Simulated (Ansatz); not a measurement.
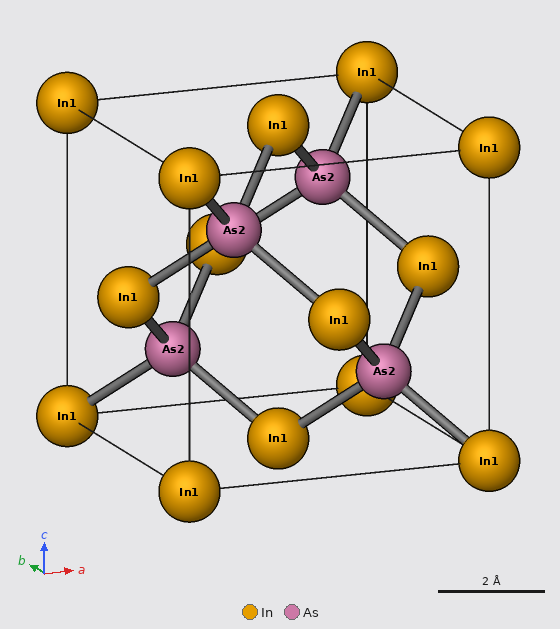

This is crystalline InAs (built on the zincblende type) at its r2SCAN-relaxed geometry. A ball-and-stick model of the conventional cell (4 times the calculation's cell), seen slightly off an axis. Lengths and directions refer to the drawn axes.

Computed with DFT, r2SCAN with spin-orbit coupling, plane waves, PAW (Ansatz). Settings: plane-wave cutoff 500 eV; k-point mesh 8 × 8 × 8; occupations fermi dirac; smearing width 0.02 eV; spin-orbit.

Now this is done to it. All lengths are scaled by +2.0 % (volume +6.1 %). The atoms were relaxed with r2SCAN under that strain, and this is a single point on that geometry.

**What does the calculation give for the changed structure?**

The energy rises by 17.3 meV per atom. The pressure goes from 0.0 to −3.0 GPa. All forces vanish by symmetry. Near-neighbour distances before and after: As–In 2.645 → 2.698 Å. The space group stays F-43m (No. 216).

The changed structure in the same view:

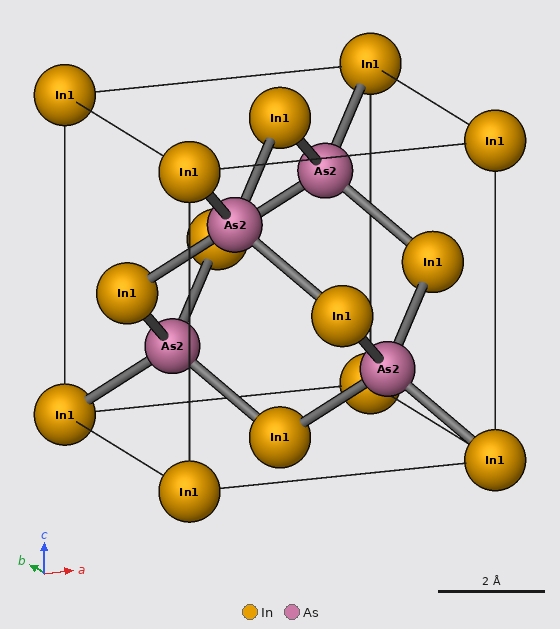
